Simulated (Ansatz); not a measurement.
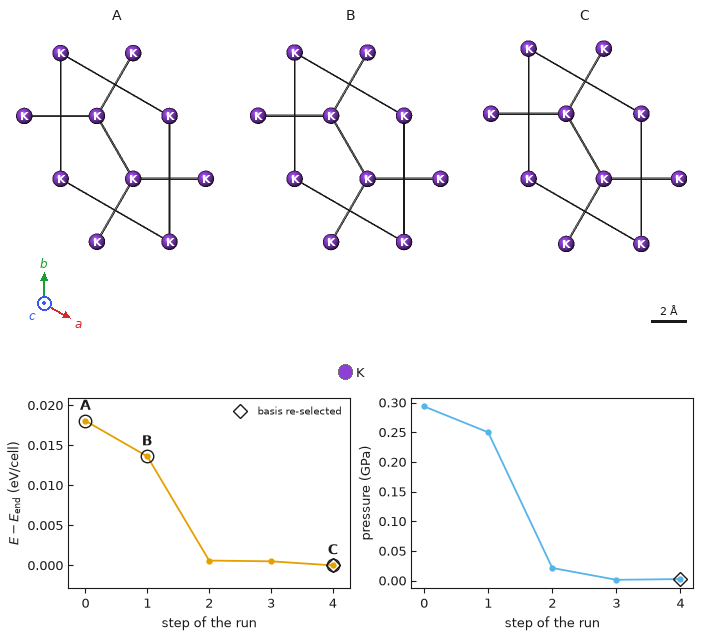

Frames of a relaxation of solid K (a generated structure, set up in P6/mmm), marked on the history of the run. The picture is a ball-and-stick view of the cell of the calculation, seen along the c axis.

Phase: omega (AlB2-type).

Theory: DFT, r2SCAN, plane waves (500 eV) with PAW, scalar-relativistic (Ansatz). (plane-wave cutoff 500 eV; k-point mesh 5 × 5 × 7; occupations fermi dirac; smearing width 0.1 eV; no spin polarisation; cell and atoms relaxed; force threshold 0.01 eV/Å; at most 60 steps)

Question: Describe the path.

Answer: After 3 accepted moves (4 points after the start) the energy has fallen by 18.1 meV per cell of the calculation. All forces vanish by symmetry, so only the cell relaxes. Pressure: 0.29 GPa at the start and 0.00 GPa at the end. The SCF was repeated once at an unchanged geometry on a basis and grid sized afresh for the cell, which shifted the energy by 0.5 meV per cell of the calculation at most. No atom moves by more than 0.005 Å relative to the cell. The volume changes by +7.7 %, with a = b 7.387 → 7.651 Å (+3.6 %), c 4.528 → 4.547 Å (+0.4 %). Near-neighbour distances that change, for instance: K–K 4.265 → 4.417 Å, K–K 4.528 → 4.547 Å. The space group stays P6/mmm (No. 191). Cost: 96 s on 1 thread of Intel(R) Xeon(R) Platinum 8259CL CPU @ 2.50GHz (Skylake/Cascade Lake), on a shared host, peak memory 1.2 GiB. From step 0 to 1: volume +1.0 %, energy −4.4 meV per cell of the calculation. From step 1 to 4: volume +6.7 %, energy −13.6 meV per cell of the calculation.
